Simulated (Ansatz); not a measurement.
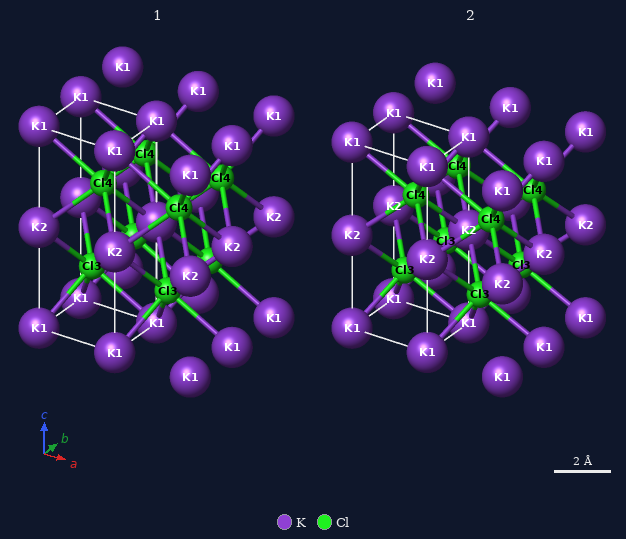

Two geometries of a crystal of KCl (built on the NiAs type), drawn at one scale. One is the start of a relaxation, the other its converged end. The picture is a ball-and-stick view of the cell of the calculation, repeated 2 × 2 × 1 with one cell outlined, seen slightly off an axis.

The calculation used DFT, PBEsol, plane waves, PAW in Ansatz. Settings: plane-wave cutoff 420 eV; k-point mesh 6 × 6 × 4; occupations fermi dirac; smearing width 0.03 eV; no spin polarisation; cell and atoms relaxed; force threshold 0.01 eV/Å; at most 120 steps.

### Which geometry has the lower energy?

Structure 1 is the relaxed one. The energy falls by 26.9 meV per atom in 3 accepted moves (4 points after the start). All forces vanish by symmetry, so only the cell relaxes. Pressure: 2.27 GPa at the start and 0.00 GPa at the end. The SCF was repeated once at an unchanged geometry on a basis and grid sized afresh for the cell, which shifted the energy by 0.1 meV per atom at most. No atom moves by more than 0.005 Å relative to the cell. The drawn cell changes as follows: a = b 4.284 → 4.310 Å (+0.6 %), c 6.983 → 7.577 Å (+8.5 %); the volume changes by +9.8 %. Some distances before and after: K1–K2 3.491 → 3.789 Å, K1–Cl3 3.027 → 3.127 Å. Bond angles that change, for instance: K1–Cl3–K2 70.4° → 74.6°, Cl3–K1–Cl3 90.1° → 87.1°, Cl3–K1–Cl4 89.9° → 92.9°. The space group stays P6_3/mmc (No. 194).
